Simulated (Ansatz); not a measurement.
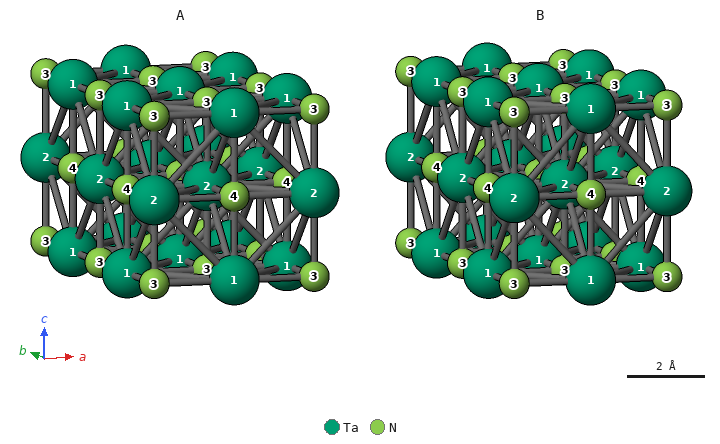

Two geometries of a crystal of TaN (set up in Fm-3m): one is the relaxed structure, the other was perturbed away from it. A ball-and-stick model of the conventional cell (2 times the calculation's cell), repeated 1 × 2 × 1 with one cell outlined, seen slightly off an axis. Lengths and directions refer to the drawn axes.

Level of theory: DFT r2SCAN, scalar-relativistic, plane waves, PAW in Ansatz. (plane-wave cutoff 500 eV; k-point mesh 16 × 16 × 12; occupations gaussian; smearing width 0.1 eV; no spin polarisation)

Q: Which one is perturbed?

A: Structure B is the perturbed one. Biaxial strain in the a–b plane, −4.5 %, is applied. The c axis and the atoms are relaxed. The energy rises by 130 meV per atom. The pressure goes from 0.0 to 32.2 GPa. The principal stresses (compression positive) are 0.0 GPa along c and 48.3 GPa across it. The drawn cell changes as follows: a = b 4.397 → 4.199 Å (−4.5 %), c 4.397 → 4.507 Å (+2.5 %); the volume changes by −6.5 %. The atoms keep their places relative to the cell (all moves are under 0.005 Å). Some distances before and after: Ta–Ta 3.109 → 2.969 to 3.080 Å, N–Ta 2.198 → 2.099 to 2.254 Å. The space group (tolerance 0.01 Å) goes from Fm-3m (No. 225) to I4/mmm (No. 139).
